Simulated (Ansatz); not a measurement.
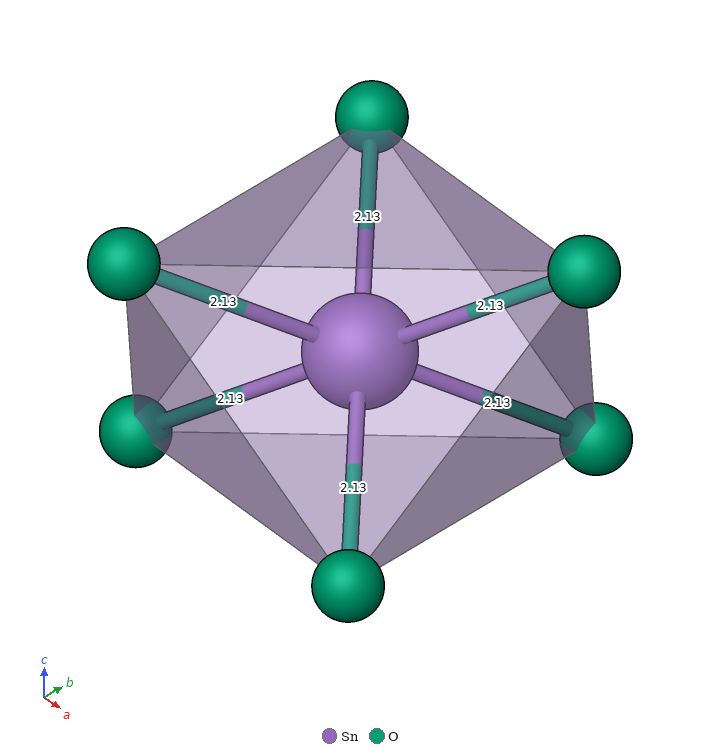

The SnO6 unit about Sn in SnO2. Geometry: the structure of a calculation's input, shown in its standard cell.

SnO2, space group R-3m:H (No. 166), a = 3.234 Å, b = 3.234 Å, c = 14.402 Å, α = 90.00°, β = 90.00°, γ = 120.00°

```json
{"site": "Sn", "Wyckoff": "3b", "x": "0.6667", "y": "0.3333", "z": "0.8333"}
{"site": "O", "Wyckoff": "6c", "x": "0.3333", "y": "0.6667", "z": "0.9038"}
```

Compute the usual distortion measures of this polyhedron.

It is closest to the octahedron.

| measure | value |
| --- | --- |
| mean bond length | 2.125 Å |
| bond-length distortion index (Baur) | 0.000 |
| effective coordination number (Hoppe) | 6.00 |
| shape measure against the octahedron | 1.37 |
| shape measure against the trigonal prism | 16.76 |
| centre off the ligands' centroid by | 0.00 Å |
| polyhedral volume | 12.26 Å³ |
| quadratic elongation | 1.029 |
| bond-angle variance | 89.8 deg² |
